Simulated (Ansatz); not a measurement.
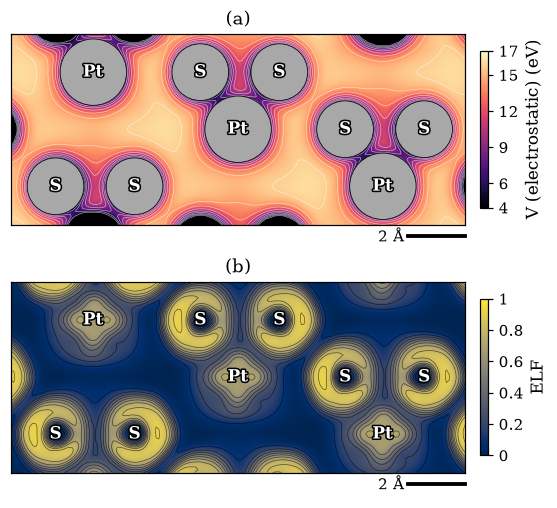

*PtS₂. (a) electrostatic potential energy of an electron; (b) ELF on the (110) plane of the conventional cell. Grey discs cover the atomic cores in the potential map.*

Space group R3m; started from the 3R (MoS2) bulk prototype, which need not be the ambient phase.

All numbers below come from DFT, r2SCAN+rVV10, plane waves, PAW (Ansatz 0.2.0).

In a PAW calculation such maps are meaningful between the atoms, not at the nuclei.

Input file:

```
crystal:
  lattice:
    - [1.7298646102, 0.9987377983, 4.9387799613]
    - [-1.7298646102, 0.9987377983, 4.9387799613]
    - [0.0, -1.9974755967, 4.9387799613]
  atoms:
    - { symbol: Pt, position: [-0.0023867337, -0.0023867337, -0.0023867337] }
    - { symbol: S, position: [0.4301032356, 0.4301032356, 0.4301032356] }
    - { symbol: S, position: [0.2389501647, 0.2389501647, 0.2389501647] }
kpoints:
  mp_grid: { grid: [8, 8, 8] }
hamiltonian:
  xc: r2scan
  dispersion: rvv10
scf:
  occupations: { method: fermi_dirac, width: 0.02 }
relax:
  f_tol: 0.005
  cell: {}
output:
  write_density: true
  write_potential: true
  elf: true
  volumetric_format: npy
```

Run with:

```sh
ansatz run input.yaml --threads 2 --pin off --max-ram 2211MiB --backend cpu --events-out ev --progress --plain --runs-dir out
```

Below, planes, directions and counts refer to the conventional cell (a = 3.48 Å, b = 3.48 Å, c = 15.29 Å, α = 90.00°, β = 90.00°, γ = 120.00°).

The fields are those of the run's last geometry, not of the input's.

Q: What do the fields say about this system?

A: The section cuts through Pt and S sites. Pt–S (2.41 Å): the ELF peaks at about 0.85 in the valence shell of S, 0.8 Å from its nucleus, and is about 0.40 at the midpoint. Pt–S (2.48 Å): the ELF peaks at about 0.85 in the valence shell of S, 0.8 Å from its nucleus, and is about 0.40 at the midpoint. The features right at Pt lie inside the PAW spheres, where the map follows smoothed inner orbitals and isn't to be read closely. Outside the cores the potential energy rises away from the atoms and is highest about 2.2 Å from the nearest atoms; its zero is arbitrary.
